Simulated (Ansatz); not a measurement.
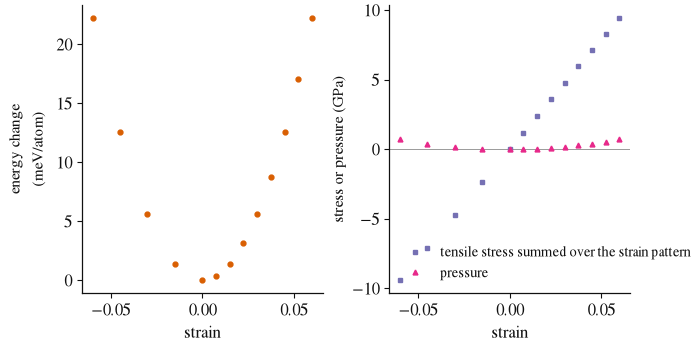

Calculation (Ansatz 0.2.0): homogeneous strain of a crystal along one Voigt pattern with engineering shear, fractional coordinates fixed, by plane-wave density functional theory with PAW datasets, free energies less that of the undisturbed cell, pressure positive in compression; scalar-relativistic. Level: PBEsol, no spin polarisation.

- wave cutoff: 420 eV
- k mesh: 16×16×16
- occupations: Gaussian
- smearing width: 0.15 eV
- k shift: (0, 0, 0) (mesh steps)
- start: relaxed
- strain pattern: (0, 0, 0, 1, 0, 0) (xx yy zz yz xz xy with engineering shear)

Structure:
```yaml
crystal:
  lattice:
    - [0.00000, 2.65625, 2.65625]
    - [2.65625, 0.00000, 2.65625]
    - [2.65625, 2.65625, 0.00000]
  atoms:
    - { symbol: Co, position: [0.00000, 0.00000, 0.00000] }
    - { symbol: Si, position: [0.25000, 0.25000, 0.25000] }
    - { symbol: Si, position: [0.75000, 0.75000, 0.75000] }
```

Figure. Energy change, tensile stress summed over the strain pattern and pressure against strain for CoSi₂, space group Fm-3m (No. 225).

The points at strain −0.045, −0.015, 0.03 and 0.06 follow from computed ones by symmetry.

The energy rises on both sides of the starting structure, which is therefore a minimum along this path. The energy change is 22.21 meV/atom at strain −0.0600 and 22.21 meV/atom at 0.0600; the lowest computed point is at strain 0.0000 (0.00 meV/atom), in a single well. The tensile stress summed over the strain pattern rises from −9.4 GPa at strain −0.0600 to 9.4 GPa at 0.0600, and changes sign near 0.000. The pressure goes from 0.717 GPa at strain −0.0600 to 0.717 GPa at 0.0600, not monotonically, with a low of −0.022 GPa at 0.0000. The slope of stress against strain at the start, which at zero pressure is the clamped-ion constant C44, is 159 GPa.

Keep in mind: no spin polarisation, a magnetic state may lie lower.
